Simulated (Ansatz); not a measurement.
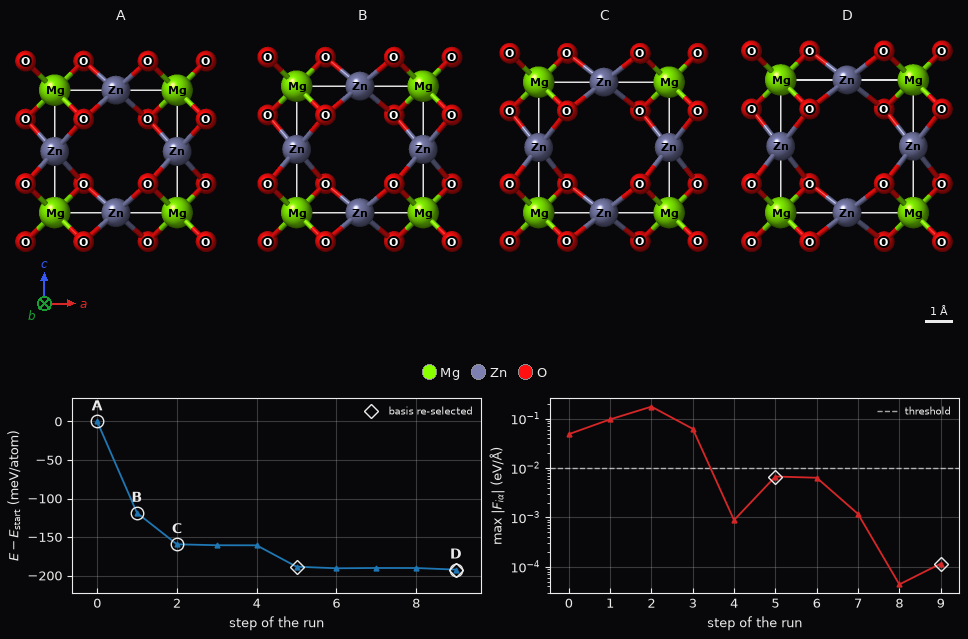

Frames of a relaxation of a crystal of MgZn3O4 (built on the VCu3S4-215 type type), marked on the history of the run. The picture is a ball-and-stick view of the cell of the calculation, seen along the b axis.

All numbers below come from DFT, PBEsol, plane waves, PAW in Ansatz.

Input file:
```yaml
crystal:
  lattice:
    - [4.55985987, 0.0, 0.0]
    - [0.0, 4.55985987, 0.0]
    - [0.0, 0.0, 4.55985987]
  atoms:
    - { symbol: Mg, position: [0.0, 0.0, 0.0] }
    - { symbol: Zn, position: [0.0, 0.5, 0.0] }
    - { symbol: Zn, position: [0.0, 0.0, 0.5] }
    - { symbol: Zn, position: [0.5, 0.0, 0.0] }
    - { symbol: O, position: [0.7629189, 0.2370811, 0.7629189] }
    - { symbol: O, position: [0.2370811, 0.7629189, 0.7629189] }
    - { symbol: O, position: [0.7629189, 0.7629189, 0.2370811] }
    - { symbol: O, position: [0.2370811, 0.2370811, 0.2370811] }
kpoints:
  mp_grid: { grid: [6, 6, 6] }
hamiltonian:
  xc: pbesol
scf:
  occupations: { method: fermi_dirac, width: 0.03 }
relax:
  f_tol: 0.01
  cell: {}
  max_steps: 120
```

Command:
```bash
ansatz run input.yaml --threads 4 --pin off --max-ram 4608MiB --backend cpu --events-out ev --progress --plain --runs-dir out
```

What happens along the run?

The largest moves relative to the cell, 0.15 Å, are those of O5, O6, O7 and O8. O7 goes along [1 1 −1]. Mg and Zn stay in place. The volume changes by +27.1 %, with a = b = c 4.560 → 4.939 Å (+8.3 %). Among the contacts that change: Mg1–Zn2 2.280 → 2.470 Å, Zn2–O5 1.943 → 2.066 Å. Among the angles between lasting bonds that change: O5–Zn2–O8 103.8° → 95.6°, O5–Zn2–O6 112.4° → 116.8°, Mg1–O5–Zn2 73.4° → 77.4°. The space group stays P-43m (No. 215). Over 7 accepted moves (9 points after the start) the energy falls by 192 meV per atom. The largest force component goes from 0.048 to 0.00012 eV/Å. The pressure goes from 23.19 to 0.02 GPa. At 2 points the geometry stayed and the basis and grid were re-selected for the new cell (energy shift of 27.8 meV per atom at most each time). Cost: 22 s on 4 threads of Arm Neoverse V2 (shared host), peak memory 0.45 GiB. From step 0 to 1: O atoms move most (0.07 Å), volume +10.2 %, energy −119 meV per atom. From step 1 to 2: O atoms move most (0.07 Å), volume +9.8 %, energy −40.7 meV per atom. From step 2 to 9: volume +5.1 %, energy −32.9 meV per atom.

```csv
step,"E − E(0), meV/atom","largest force component, eV/Å","pressure, GPa","volume, Å³/atom",note
0,0.00,0.0484,23.19,11.851,
1,-118.67,0.0966,11.40,13.058,
2,-159.34,0.1750,2.30,14.336,
3,-160.59,0.0623,0.54,14.513,
4,-160.66,0.0009,0.02,14.542,
5,-188.42,0.0067,2.43,14.542,"same geometry, new basis"
6,-190.47,0.0064,0.56,14.943,
7,-190.09,0.0012,-0.05,15.076,
8,-190.14,0.0000,0.00,15.065,
9,-192.22,0.0001,0.02,15.065,"same geometry, new basis"
```
